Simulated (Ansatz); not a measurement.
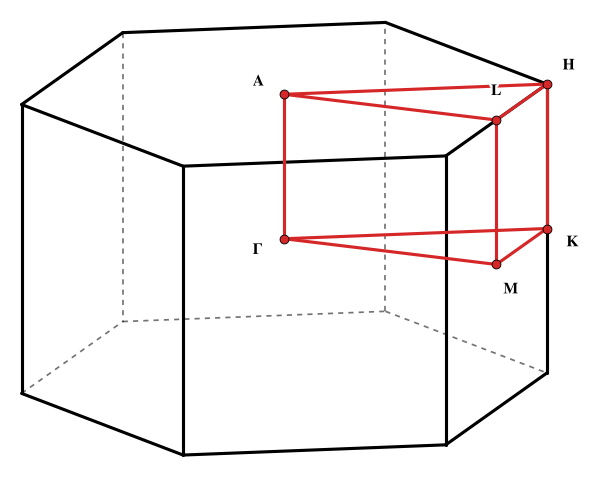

For Te₂Pt, a calculation's input that goes back to an entry of the Crystallography Open Database (an earlier step may have relaxed or displaced it): the figure shows the first Brillouin zone with its special points and a band path. All values are computed from the atomic coordinates in the standard setting (tolerance 0.002 Å).

Labels and path follow the convention of Hinuma et al. (2017), as computed by seekpath.

Question: What lattice type do the shape and the labels point to?

Answer: A primitive hexagonal lattice (hP; extended symbol hP2). The zone is a hexagonal prism in its combinatorial type: 8 faces (6 with 4 edges, 2 with 6 edges), 18 edges, 12 vertices.

Question: In which order does the conventional band path visit the special points?

Answer: Γ–M–K–Γ–A–L–H–A | L–M | H–K
